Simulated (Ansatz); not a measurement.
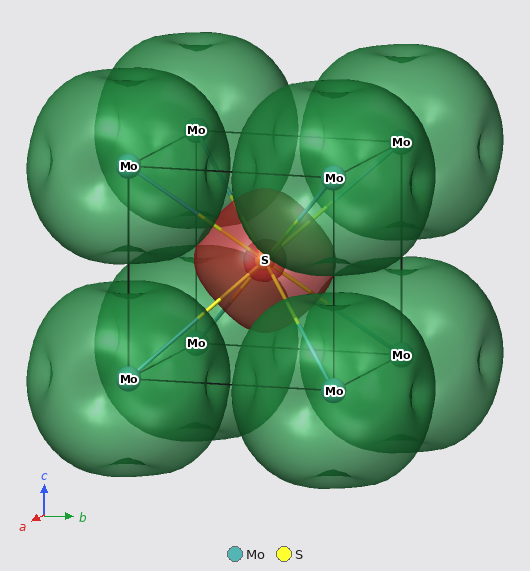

MoS. Isosurfaces of the spin density (up minus down) at +0.03 (green) and −0.03 e/Å³ (red), seen slightly off an axis. Sticks mark near contacts.

Space group Pm-3m; started from the CsCl (B2) prototype, which need not be the ambient phase; Hubbard U of 4.38 eV on Mo d only; spin-polarised.

All numbers below come from DFT PBE+U, scalar-relativistic, plane waves, PAW (Ansatz 0.2.0).

Core electrons are frozen (PAW), and the valence fields are smoothed inside the atomic spheres.

Which atoms carry the moments, and with what signs?

Answer. The spin density sits on Mo: +1.7 μB in one cell of 2 atoms, with smaller moments on other sites: S (up to −0.23 μB): parallel moments on the main sites in this solution. The cell of the calculation (2 atoms) carries 1.9 μB of net spin moment.
